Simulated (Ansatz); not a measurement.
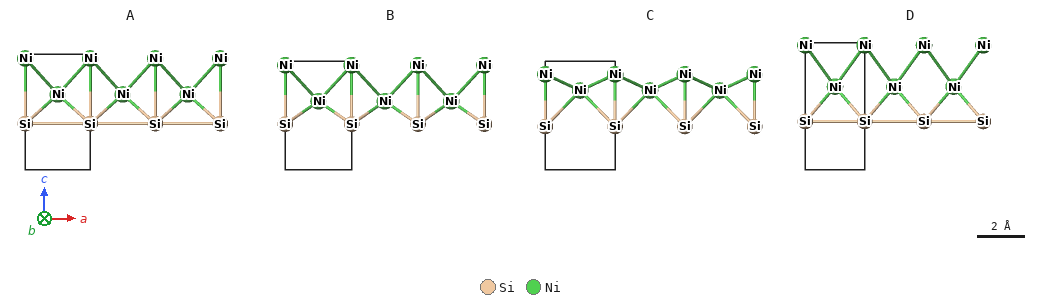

4 geometries from one relaxation of crystalline SiNi₂ (a generated structure, set up in P4mm) (coarse preliminary run), in shuffled order. The picture is a ball-and-stick view of the cell of the calculation, repeated 3 × 1 × 1 with one cell outlined, seen along the b axis.

Level of theory: DFT PBE, scalar-relativistic, plane waves, PAW in Ansatz. (plane-wave cutoff 420 eV; k-point mesh 6 × 6 × 4; occupations gaussian; smearing width 0.1 eV; collinear spin; cell and atoms relaxed; force threshold 0.04 eV/Å; at most 70 steps)

Q: Order the frames from highest to lowest energy.

A: C, B, A, D. They are steps 0, 3, 5, 12, at +540 meV per atom, +169 meV per atom, +82.1 meV per atom relative to the last. The largest move relative to the cell is that of a Ni atom, 0.54 Å along +c. By element the largest moves are Ni 0.54 Å, Si 0.11 Å. The volume changes by −15.1 %, with a = b 3.016 → 2.565 Å (−15.0 %), c 4.683 → 5.497 Å (+17.4 %). Among the contacts that change: Ni–Si 2.255 → 3.294 Å, Si–Si 3.016 → 2.565 Å, Ni–Ni 2.245 → 2.546 Å, Ni–Si 2.639 → 2.358 Å. Bonds break, among them: Ni–Si (2.26 → 3.29 Å). Among the angles between lasting bonds that change: Ni–Ni–Ni 143.6° → 90.9°, Si–Ni–Ni 108.2° → 134.6°, Ni–Ni–Ni 84.4° → 60.5°. The space group stays P4mm (No. 99). The energy falls by 540 meV per atom in 10 accepted moves (12 points after the start). Largest force component: 2.5 eV/Å at the start, 0.012 eV/Å at the end. Pressure: 2.43 GPa at the start and 0.18 GPa at the end. At 2 points the geometry stayed and the basis and grid were re-selected for the new cell (energy shift of 5.1 meV per atom at most each time). The program noted that the starting moments weren't kept.
